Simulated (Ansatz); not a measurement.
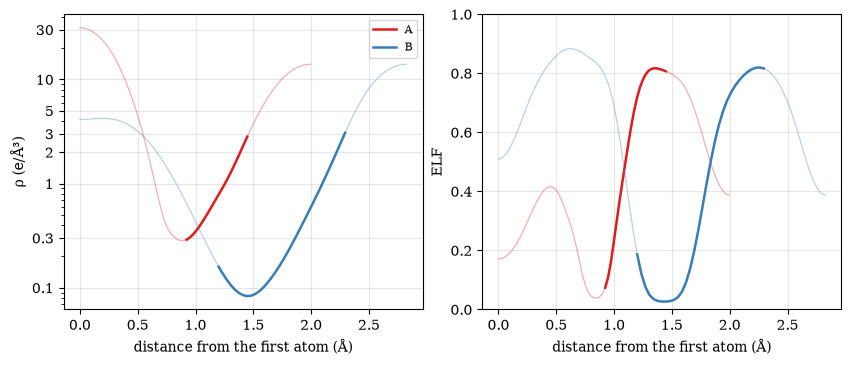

*KMgF3. Valence charge density (pseudo) and electron localisation function along straight lines between neighbouring atoms. Thin, pale parts lie inside the atomic spheres.*

Space group Pm-3m; a generated structure, not necessarily the stable one.

All numbers below come from DFT PBEsol, scalar-relativistic, plane waves, PAW in Ansatz.

Core electrons are frozen (PAW), and the valence fields are smoothed inside the atomic spheres.

```
CELL_PARAMETERS angstrom
3.99140 0.00000 0.00000
0.00000 3.99140 0.00000
0.00000 0.00000 3.99140
ATOMIC_POSITIONS crystal
K 0.50000 0.50000 0.50000
Mg 0.00000 0.00000 0.00000
F 0.50000 0.00000 0.00000
F 0.00000 0.50000 0.00000
F 0.00000 0.00000 0.50000
```

### Which curve belongs to which contact (K–F and Mg–F)? The first atom named is at distance zero.

Curve A: Mg–F (2.00 Å): ρ is about 0.34 e/Å³ halfway; the ELF peaks at about 0.80 in the valence shell of F, 0.6 Å from its nucleus, and is about 0.25 at the midpoint; an ionic contact with no shared pair. Curve B: K–F (2.82 Å): the density is about 0.08 e/Å³ at the midpoint; the ELF is about 0 at the midpoint: an ionic contact with no shared pair.
